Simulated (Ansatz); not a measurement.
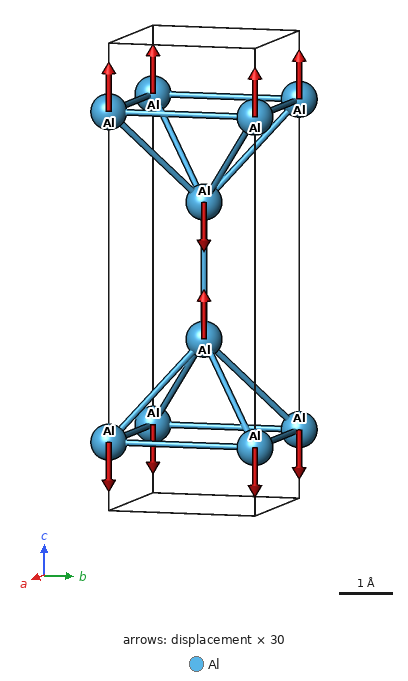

A relaxation of crystalline Al (built on the C_69 type). The starting structure is drawn; red arrows show the displacements (the part carried along by the change of the cell is left out), 30 times their true length.

A ball-and-stick model of the conventional cell (2 times the calculation's cell), seen slightly off an axis. Lengths and directions refer to the drawn axes.

Case: C type (Fmmm, No. 69).

All numbers below come from DFT PBE, scalar-relativistic, plane waves, PAW in Ansatz 0.2.0. (plane-wave cutoff 420 eV; k-point mesh 26 × 26 × 26; occupations gaussian; smearing width 0.1 eV; no spin polarisation; cell and atoms relaxed; force threshold 0.01 eV/Å; at most 80 steps)

Describe the change and its energy.

Answer. The largest moves relative to the cell, 0.032 Å, are those of Al atoms. The drawn cell changes as follows: a = b 2.900 → 2.826 Å (−2.5 %), c 8.944 → 9.351 Å (+4.6 %); the volume changes by −0.7 %. Some distances before and after: Al–Al 2.900 → 2.826 Å, Al–Al 2.760 → 2.825 Å, Al–Al 2.624 → 2.679 Å. The space group stays I4/mmm (No. 139). After 5 accepted moves (8 points after the start) the energy has fallen by 18.6 meV per cell of the calculation. The largest force component goes from 0.096 to under 0.0001 eV/Å. The pressure goes from 0.50 to 0.00 GPa. The line search rejected the trial step at point 2 of the run. At 2 points the geometry stayed and the basis and grid were re-selected for the new cell (energy shift of 0.2 meV per cell of the calculation at most each time).
